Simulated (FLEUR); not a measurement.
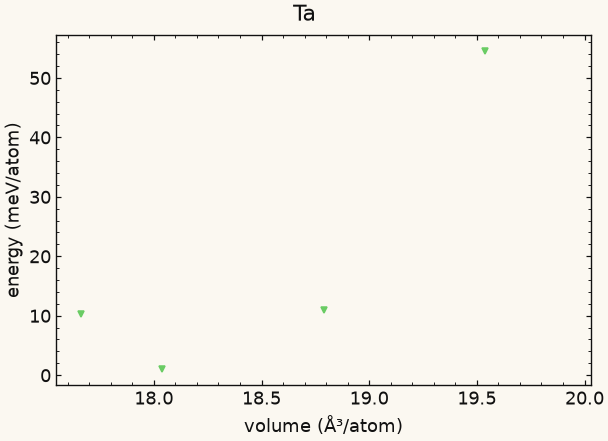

The picture above shows the energy against volume for Ta, space group Fm-3m (No. 225).

Starting cell:
```yaml
crystal:
  lattice:
    - [0.00000, 2.11000, 2.11000]
    - [2.11000, 0.00000, 2.11000]
    - [2.11000, 2.11000, 0.00000]
  atoms:
    - { symbol: Ta, position: [0.00000, 0.00000, 0.00000] }
```

Method: all-electron LAPW DFT, no spin polarisation; energies at scaled volumes of the given cell, shape and fractions fixed, counted from the fit's minimum, third-order Birch-Murnaghan fit (FLEUR MaX-R8.1 (later development tree)). Level: SCAN.

k mesh 11×11×11; occupations Fermi–Dirac; smearing width 0.05 eV; potentials all electron; program settings basis FLAPW, kmax 4.1 1/bohr.

The point at volume 19.92 Å³/atom is left out of the plot. What does the calculation give there?

```json
{"volume (Å³/atom)": "19.92", "energy (meV/atom)": "86.84"}
```
